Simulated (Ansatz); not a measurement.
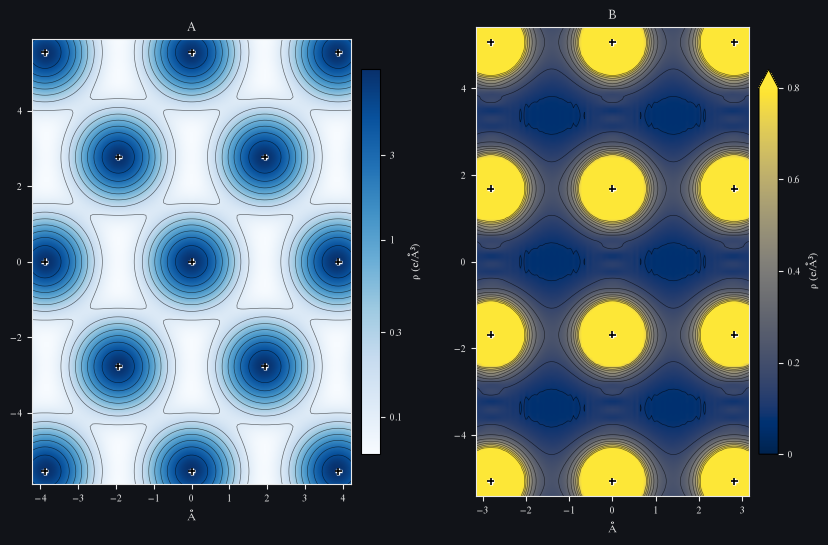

The valence charge density (pseudo) of 2 systems, each on a plane through atoms (crosses mark nuclei in the plane).

Method: DFT r2SCAN, scalar-relativistic, plane waves, PAW (Ansatz).

System 1: Ga, the (010) plane of the conventional cell. Space group Cmcm.

System 2: Tl, the (011) plane of the conventional cell. Space group I4/mmm; changed on purpose from its base cell (strain +0.0200 x Voigt [1, 0, 0, 0, 0, 0], atoms carried along); computed without spin polarisation.

```
Tl
1.0
     0.00000    0.00000   -3.88200
     0.00000    3.88200    0.00000
     3.95964    0.00000    0.00000
Tl
2
Direct
  0.00000 0.00000 0.00000
  0.50000 0.50000 0.50000
```

Match each panel to its system.

Answer. Panel A is system 2, Tl: the plane holds Tl. Tl–Tl (3.38 Å): the density is about 0.12 e/Å³ at the midpoint. Panel B is system 1, Ga: the plane holds Ga. Ga–Ga (2.81 Å): the density is about 0.22 e/Å³ at the midpoint.
